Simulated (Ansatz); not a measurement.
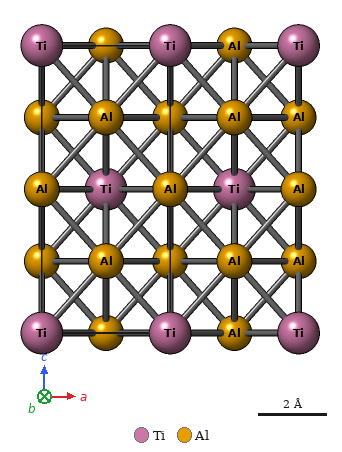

This is the input geometry for a relaxation of a crystal of TiAl₃ (set up in I4/mmm). A ball-and-stick model of the conventional cell (2 times the calculation's cell), repeated 2 × 1 × 1 with one cell outlined, seen along the b axis. Lengths and directions refer to the drawn axes.

Theory: DFT PBE, scalar-relativistic, plane waves, PAW (Ansatz).

The input:
```yaml
crystal:
  lattice:
    - [-1.9111067713, 1.9111067713, 4.2806687947]
    - [1.9111067713, -1.9111067713, 4.2806687947]
    - [1.9111067713, 1.9111067713, -4.2806687947]
  atoms:
    - { symbol: Ti, position: [0.0, 0.0, 0.0] }
    - { symbol: Al, position: [0.5, 0.5, 0.0] }
    - { symbol: Al, position: [0.75, 0.25, 0.5] }
    - { symbol: Al, position: [0.25, 0.75, 0.5] }
basis:
  ecutwfc: 420
kpoints:
  mp_grid: { grid: [16, 16, 16] }
hamiltonian:
  xc: pbe
scf:
  occupations: { method: gaussian, width: 0.1 }
output:
  forces: true
  stress: true
  eigenvalues: true
  write_density: true
  write_potential: true
  elf: true
  volumetric_format: npy
relax:
  adjacent_minimum: "off"
  f_tol: 0.005
  max_steps: 80
  cell: { stress_tol: 0.05 }
```

Run as
```bash
ansatz run input.yaml --threads 2 --pin off --max-ram 5120MiB --backend cpu --events-out ev --progress --plain --runs-dir out
```

Where does the relaxation end?

Answer. After 2 accepted moves (3 points after the start) the energy has fallen by 1.9 meV per atom. All forces vanish by symmetry, so only the cell relaxes. The pressure goes from 2.10 to −0.01 GPa. The SCF was repeated once at an unchanged geometry on a basis and grid sized afresh for the cell, which shifted the energy by 0.1 meV per atom at most. No atom moves by more than 0.005 Å relative to the cell. The volume changes by +1.9 %, with a = b 3.822 → 3.845 Å (+0.6 %), c 8.561 → 8.623 Å (+0.7 %). Among the contacts that change: Al2–Al3 2.869 → 2.889 Å, Ti1–Al3 2.869 → 2.889 Å, Al3–Al4 2.703 → 2.719 Å, Ti1–Al2 2.703 → 2.719 Å. The space group stays I4/mmm (No. 139).

Step by step:

| step | E − E(0), meV/atom | pressure, GPa | volume, Å³/atom | note |
| --- | --- | --- | --- | --- |
| 0 | 0.00 | 2.10 | 15.634 |  |
| 1 | -1.39 | -0.78 | 16.056 |  |
| 2 | -1.83 | -0.02 | 15.938 |  |
| 3 | -1.94 | -0.01 | 15.938 | same geometry, new basis |
